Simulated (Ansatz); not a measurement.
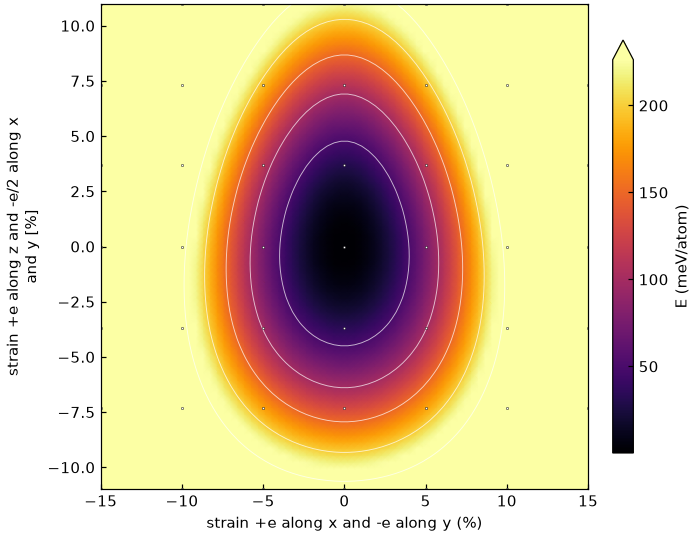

Mo (Im-3m, No. 229; 1 atom in the cell). The energy is mapped over two homogeneous strains (x, y and z along the cube axes). Coordinates scanned: (1) strain +e along x and -e along y; (2) strain +e along z and -e/2 along x and y. Nothing is relaxed (symmetry fixes all fractional coordinates). The scan uses a 7 × 7 grid; 28 points were computed and 21 follow by symmetry. Points are written as (first, second). Energies: meV/atom, counted from the lowest grid point. These are results of Ansatz, DFT LDA, scalar-relativistic, plane waves, PAW, not measurements. Settings: cutoff 420 eV, k-mesh 20×20×20, gaussian smearing 0.15 eV, no spin polarisation.

In the figure: a smooth colour map with a few white contour lines, dots at the grid points, one colour for all values above the top of the scale. Between grid points the surface is interpolated.

Where is the minimum, and how stiff is the crystal against these two strains (in GPa)?

Answer. The interpolated minimum is at 0.0 % and 0.0 %. Divided by the cell volume of 15.1 Å³, the second derivatives of the energy there are about 700 GPa along the first strain and 500 GPa along the second, with a cross term of about 0 GPa (clamped ions). Round the minimum the two coordinates are nearly uncoupled.

PAW datasets: the set soft_1.
